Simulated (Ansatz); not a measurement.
A periodic structure is given below.

```cif
data_structure
_symmetry_space_group_name_H-M 'I -4 m 2'
_symmetry_Int_Tables_number 119
_cell_length_a 4.3950
_cell_length_b 4.3950
_cell_length_c 6.0912
_cell_angle_alpha 90.000
_cell_angle_beta 90.000
_cell_angle_gamma 90.000
_cell_volume 117.66
loop_
_atom_site_label
_atom_site_type_symbol
_atom_site_symmetry_multiplicity
_atom_site_Wyckoff_symbol
_atom_site_fract_x
_atom_site_fract_y
_atom_site_fract_z
_atom_site_occupancy
Ga1 Ga 2 a 0.00000 0.00000 0.00000 1
Sb1 Sb 2 d 0.00000 0.50000 0.75000 1
```

### Summarise the structure in words.

Formula: GaSb. The symmetry is that of I-4m2 (No. 119), on a body-centred tetragonal lattice. With Z = 2, the cell contains 2 Ga, 2 Sb. The coordination shell of Ga holds four Sb in a tetrahedral arrangement at 2.67 Å. Each Sb atom is coordinated by four Ga in a tetrahedral arrangement at 2.67 Å. The bonds build a three-dimensional framework.

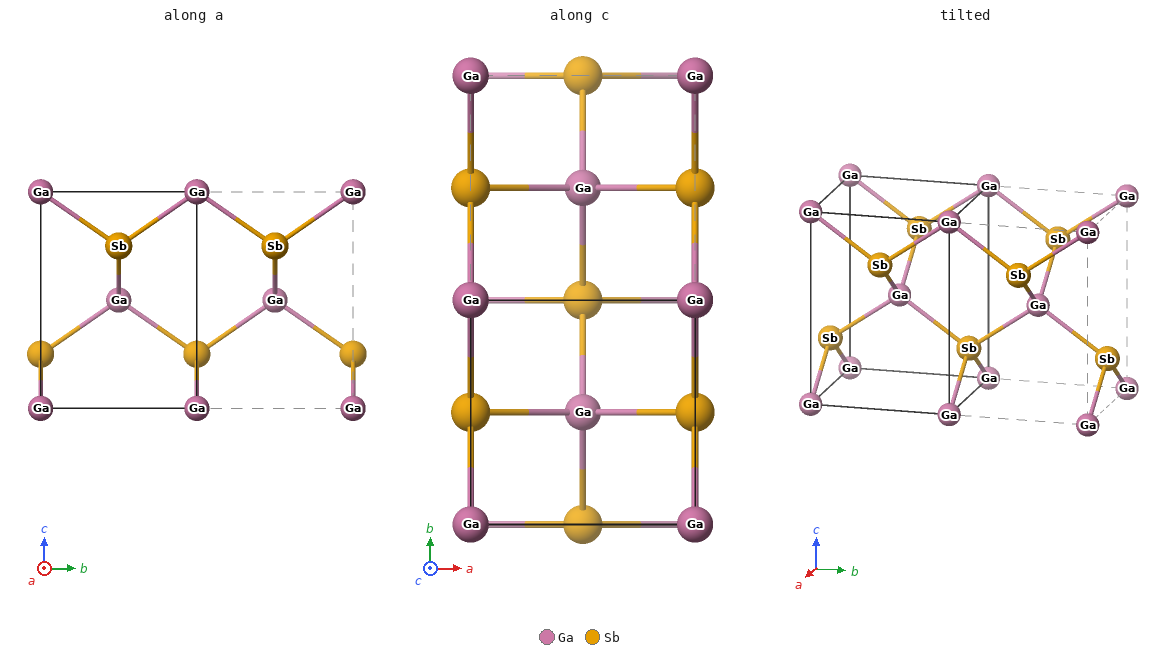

Figure: ball-and-stick view along the a axis, along the c axis and slightly off an axis. The solid frame is a single conventional unit cell within a 1×2×1 block.

Its origin is a structure listed in the Materials Project. Earlier steps of the study may have refined or changed the cell and positions. It went into a calculation with Ansatz.
